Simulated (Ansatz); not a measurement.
Single-point calculation of MnO (part 1 of 2)

The run: single-point calculation of MnO (4 atoms in the cell). Method and program: DFT PBE+U+J, scalar-relativistic, plane waves, PAW, U = 6 eV, J = 0.7 eV on Mn atom 1 d; U = 6 eV, J = 0.7 eV on Mn atom 3 d, spin-polarised (Ansatz 0.2.0).

The structure was built on a prototype by a generator; it need not be a known phase. It belongs to a series of runs on one base structure; here: random orbitals: harmonics, high filling. Figures and captions count atoms from 1; the log counts them from 0 in places.

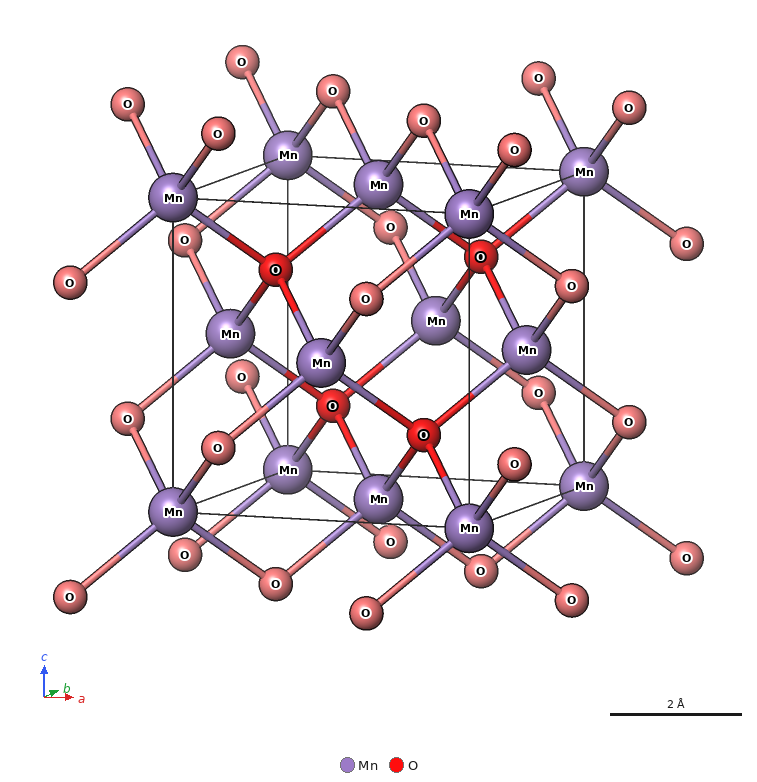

The structure (ball-and-stick view of the cell 2 times as large as that of the calculation, set on its symmetry axes, seen slightly off an axis; neighbours outside the cell are drawn fainter). An atom can appear more than once, as a periodic image.

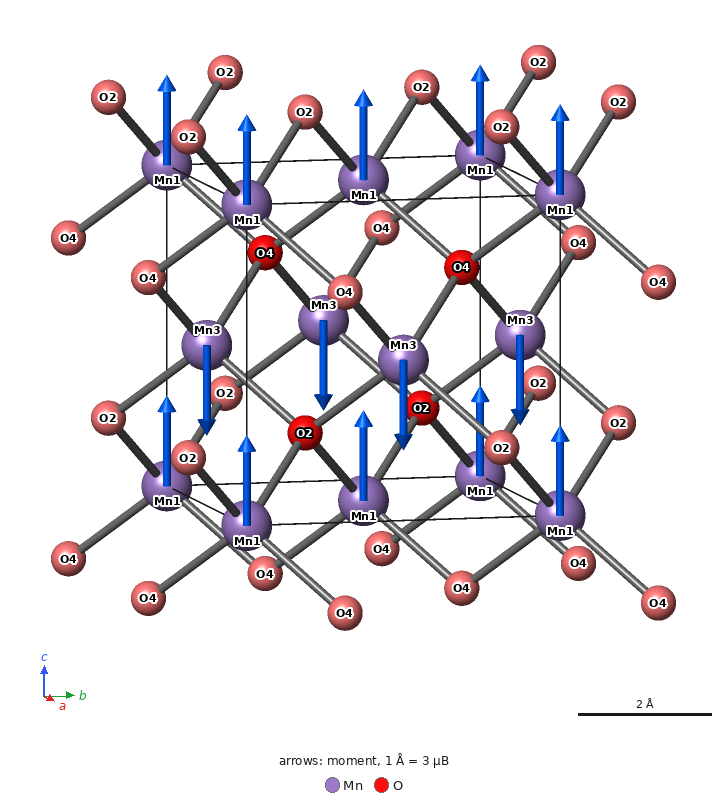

Magnetic moments of the sites as blue arrows (ball-and-stick view of the cell 2 times as large as that of the calculation, set on its symmetry axes, seen slightly off an axis; neighbours outside the cell are drawn fainter; atoms are numbered from 1 in the order of the input); small moments hardly show. The run is collinear, so the axis drawn is arbitrary. Site moments: Mn1 (4.13 μB); Mn3 (−4.13 μB). They are counted near the atoms and needn't add up to the moment of the cell.

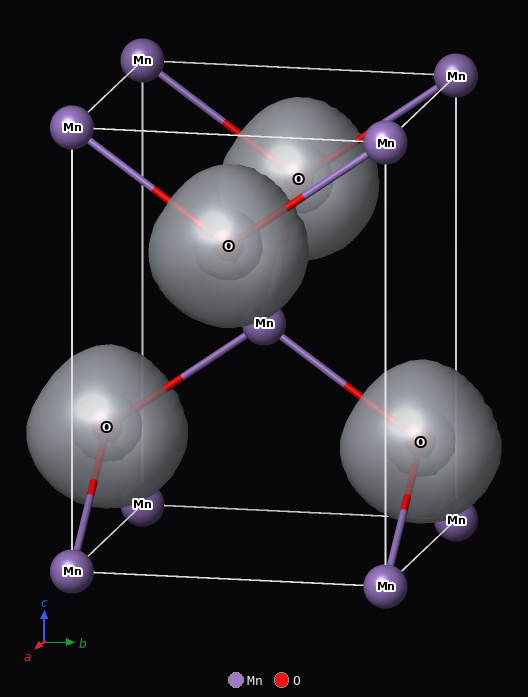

Isosurface of the ELF at 0.7 (grey), seen slightly off an axis. Only the valence region is drawn (cores and ρ < 0.01 e/Å³ removed). Sticks mark near contacts. The outline is the cell set on symmetry axes of the magnetic structure. Along the contacts the grid gives the following. Mn–O (2.11 Å): the ELF is about 0.15 at the midpoint. The fields are those of the smooth PAW valence density.

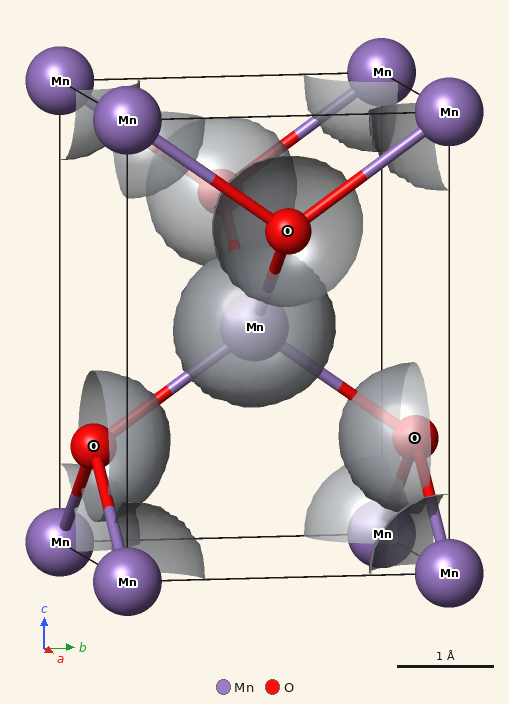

Isosurface of the valence electron density at 0.8 e/Å³ (grey), seen slightly off an axis. Sticks mark near contacts. The outline is the cell set on symmetry axes of the magnetic structure. At this value the density breaks into separate islands; it holds about 80 % of the electrons treated as valence (semicore included). It is pinched off along the Mn–O (2.11 Å) contacts. On the grid the lowest density along these lines, outside the cores, is 0.46 e/Å³ (Mn–O, 2.11 Å).

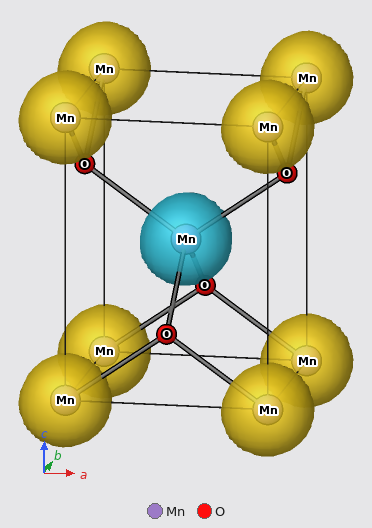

Isosurfaces of the magnetisation density (up minus down) at +0.5 (yellow) and −0.5 e/Å³ (cyan), seen slightly off an axis. Sticks mark near contacts. The outline is the cell set on symmetry axes of the magnetic structure. The cell of the calculation (4 atoms) carries 0.0 μB net.

The input that produced these results follows, with the program's output.

Input file
```yaml
crystal:
  lattice:
    - [0.0, 2.43651343, 2.43651343]
    - [4.87302686, 2.43651343, 2.43651343]
    - [4.87302686, 4.87302686, 0.0]
  atoms:
    - { symbol: Mn, position: [0.0, 0.0, 0.0], spin: 5.0 }
    - { symbol: O, position: [0.25, 0.25, 0.0] }
    - { symbol: Mn, position: [0.0, 0.0, 0.5], spin: -5.0 }
    - { symbol: O, position: [0.25, 0.25, 0.5] }
basis:
  ecutwfc: 420
  ecutrho_ratio: 4
kpoints:
  mp_grid: { grid: [7, 7, 7] }
hamiltonian:
  xc: pbe
  hubbard:
    sites:
      - { site: 0, l: d, u: 6.0, j: 0.7, starting_ns: [{ spin: up, occupation_matrix: s0up }, { spin: down, occupation_matrix: s0down }] }
      - { site: 2, l: d, u: 6.0, j: 0.7, starting_ns: [{ spin: up, occupation_matrix: s2up }, { spin: down, occupation_matrix: s2down }] }
    occupation_matrices:
      s0up:
        matrix:
          - [0.97, 0.0, 0.0, 0.0, 0.0]
          - [0.0, 0.97, 0.0, 0.0, 0.0]
          - [0.0, 0.0, 0.97, 0.0, 0.0]
          - [0.0, 0.0, 0.0, 0.97, 0.0]
          - [0.0, 0.0, 0.0, 0.0, 0.97]
      s0down:
        matrix:
          - [0.02, 0.0, 0.0, 0.0, 0.0]
          - [0.0, 0.02, 0.0, 0.0, 0.0]
          - [0.0, 0.0, 0.02, 0.0, 0.0]
          - [0.0, 0.0, 0.0, 0.02, 0.0]
          - [0.0, 0.0, 0.0, 0.0, 0.02]
      s2up:
        matrix:
          - [0.02, 0.0, 0.0, 0.0, 0.0]
          - [0.0, 0.02, 0.0, 0.0, 0.0]
          - [0.0, 0.0, 0.02, 0.0, 0.0]
          - [0.0, 0.0, 0.0, 0.02, 0.0]
          - [0.0, 0.0, 0.0, 0.0, 0.02]
      s2down:
        matrix:
          - [0.97, 0.0, 0.0, 0.0, 0.0]
          - [0.0, 0.97, 0.0, 0.0, 0.0]
          - [0.0, 0.0, 0.97, 0.0, 0.0]
          - [0.0, 0.0, 0.0, 0.97, 0.0]
          - [0.0, 0.0, 0.0, 0.0, 0.97]
    ns_hold: { iters: 12 }
scf:
  occupations: { method: gaussian, width: 0.05 }
  lower_state_search: "off"
  max_iter: 150
output:
  forces: true
  stress: true
  eigenvalues: true
  populations: true
  hubbard: { sites: [{ site: 0, l: d }, { site: 2, l: d }] }
  write_density: true
  write_potential: true
  elf: true
  volumetric_format: npy
magnetization:
  spin_polarized: true
```

Run as:
```bash
ansatz run input.yaml --threads 2 --pin off --max-ram 3072MiB --backend cpu --events-out ev --progress --plain --runs-dir out
```

What the program printed
```
basis.fft_grid_basis auto: the FFT boxes are laid along the combinations [[1, 0, 0], [-1, 1, 0], [0, -1, 1]] of the cell's own vectors, 3.446, 4.873 and 3.446 Å long. The dense box has 24×36×24 points. Along the cell's own vectors, as sized, it would have 24×40×48, 2.22 times as many. basis.fft_grid_basis: typed keeps the cell's own vectors: state it where this run's energies or levels are differenced outside the engine with another run's, or held beside a run that keeps those vectors. Those combinations have planes normal to reciprocal vector 3, as the cell's own vectors have. Each planar average written beside output.write_density, output.write_potential has a row for each plane of the box: 24. The volumetric files lie along those combinations, not along the cell's own vectors: a cube or XSF file states them, and fields.json those of NumPy files.
Mn: projections on atomic orbitals take those of the free atom [Ne] 3s2 3p6 3d5 4s2, of charge +0.00 (hamiltonian.pseudopotentials.projection_atoms); the dataset's partial waves leave at most 9.0e-7 of an orbital's norm unspanned inside its sphere
O: projections on atomic orbitals take those of the free atom [He] 2s2 2p4, of charge +0.00 (hamiltonian.pseudopotentials.projection_atoms); the dataset's partial waves leave at most 1.9e-8 of an orbital's norm unspanned inside its sphere
Engine: ansatz 0.2.0, x86_64-unknown-linux-gnu
Pseudopotentials: kind: paw
Pseudopotential: Mn, paw, valence charge 15, recommended cutoff 420 eV (normal), Mn.paw.azcp
Pseudopotential: O, paw, valence charge 6, recommended cutoff 420 eV (normal), O.paw.azcp
Functional definition: PBE
  parameter kappa = 0.804
  parameter beta = 0.06672455060314922
  exchange = pbe_x(kappa = kappa, mu = beta*pi^2/3)
  correlation = pbe_c(beta = beta)
Crystal: 4 atoms, lattice volume = 57.858 Å³
Basis set: ecut = 420 eV, 1125 PW (Γ), FFT grids on a1, −a1+a2, −a2+a3, exchange–correlation on 48×72×48 points (8 copies of the dense FFT grid, shifted against one another)
Bands: 32, of which v1, the nominal top of the filled ones, is band 21 counted from 1 (20 counted from 0)
Symmetry: 8 space group operations
Space group: P-4m2 (ITA 115), of the structure as read, at distance tolerance 3.9e-5 Å
Magnetic group: BNS 115.290 (UNI 950), of the structure as read, at distance tolerance 3.9e-5 Å
k-points: 40 of 343 (time reversal used)
Non-local potential: Mn, projectors of the file, l = 0: 3, l = 1: 2, l = 2: 3, l = 3: 1
Non-local potential: O, projectors of the file, l = 0: 2, l = 1: 2, l = 2: 1
PAW form: soft (Blöchl's): semilocal exchange-correlation on the pseudo side does not see the compensation charge
PAW one-centre angular grid: Mn, 590 points (default); XC on 64 Gauss nodes
PAW one-centre angular grid: O, 110 points (default); XC on 64 Gauss nodes
Initial density: superposition of atomic densities (chi_scale 0.1, normalization cell, long waves kept (reshape's long-wave potential 0.00 eV rms))
Starting moments: Σ|m| = 10 μB on 2 of 4 sites
Starting magnetic order: antiferromagnet; a translation exchanges its spin sublattices: spin-degenerate at every k-point
Initial wavefunctions: pseudopotential atomic-orbital guess
Functional: x = pbe(κ = 0.804, μ = 0.2195149727645171), c = pbe(β = 0.06672455060314922)
```
